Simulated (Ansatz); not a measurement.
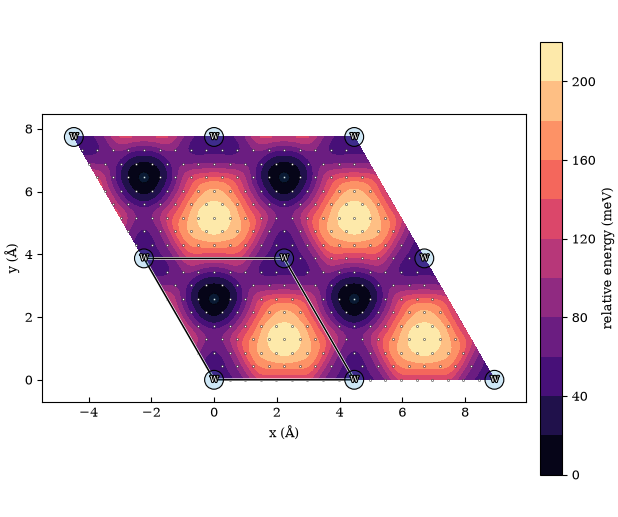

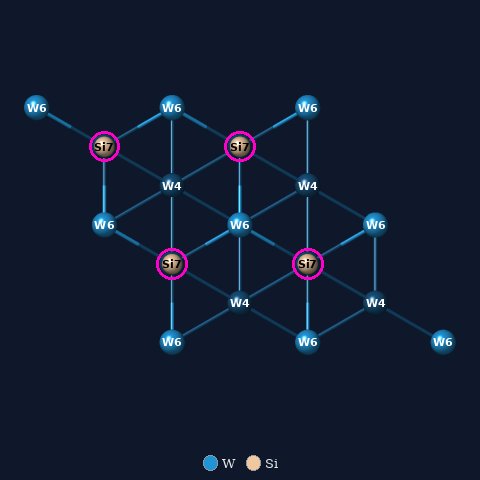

Energy landscape of Si on a W(111) slab cut from the Im-3m phase, its upper half relaxed before the scan (6 atoms of substrate and one adsorbate in a 1 × 1 cell). Si is moved over the surface cell at a fixed height above a rigid substrate; the origin of the map has the adsorbate above W6; the height is held at 3.30 Å. Places are given modulo a cell vector. The map is drawn in real space over the plane of the surface. The grid has 9 × 9 points; 19 points were computed and 62 follow by symmetry. Energies: meV, counted from the lowest grid point. The runs have no spin polarisation, so an open-shell adsorbate far from the surface lies too high. With one adsorbate in each 1 × 1 cell, its nearest image is 4.5 Å away, so neighbouring adsorbates interact. At a fixed height the lowest place need not be the adsorption site. Computed with Ansatz, DFT PBE+D3(BJ), scalar-relativistic, plane waves, PAW. Settings: cutoff 420 eV, k-mesh 6×6×1, gaussian smearing 0.1 eV, no spin polarisation.

In the figure: filled contours, dots at the grid points, labelled circles for the atoms of the top layer and small ones for the second layer, the outline of one cell of the 2 × 2 shown. Between grid points the surface is interpolated. The second picture is the structure at the lowest point; rings mark the moved atoms.

**What does the map say about the system?**

The lowest grid point is at a threefold hollow over a second-layer W atom, (3/9, 6/9) of the cell vectors. A higher local minimum lies near the top site over a surface W atom, (0/9, 0/9) of the cell vectors (52 meV above the lowest at that grid point). The highest grid point, a threefold hollow over a third-layer W atom, (6/9, 3/9) of the cell vectors, lies 219 meV above the lowest. On the interpolated surface the easiest way out of the lowest well to the well at the top site over a surface W atom, (0/9, 0/9) of the cell vectors passes a barrier of about 72 meV.

Grid values (meV):

```csv
"second ↓, first →",0/9,1/9,2/9,3/9,4/9,5/9,6/9,7/9,8/9
8/9,55,58,78,70,58,70,78,58,55
7/9,80,78,49,17,17,49,78,80,83
6/9,121,70,17,0,17,70,121,140,140
5/9,118,58,17,17,58,118,166,183,166
4/9,118,70,49,70,118,169,201,201,169
3/9,121,78,78,121,166,201,219,201,166
2/9,80,58,80,140,183,201,201,183,140
1/9,55,55,83,140,166,169,166,140,83
0/9,52,55,80,121,118,118,121,80,55
```

Each point was launched as `ansatz run input.yaml --threads 1 --pin off --max-ram 3072MiB --backend cpu --events-out ev --progress --plain --runs-dir out`. Time for the 19 points that were run: 6.8 min on 1 thread of AMD EPYC 9R45 96-Core Processor (Zen 5), on a shared host.

PAW datasets: the set soft_1.
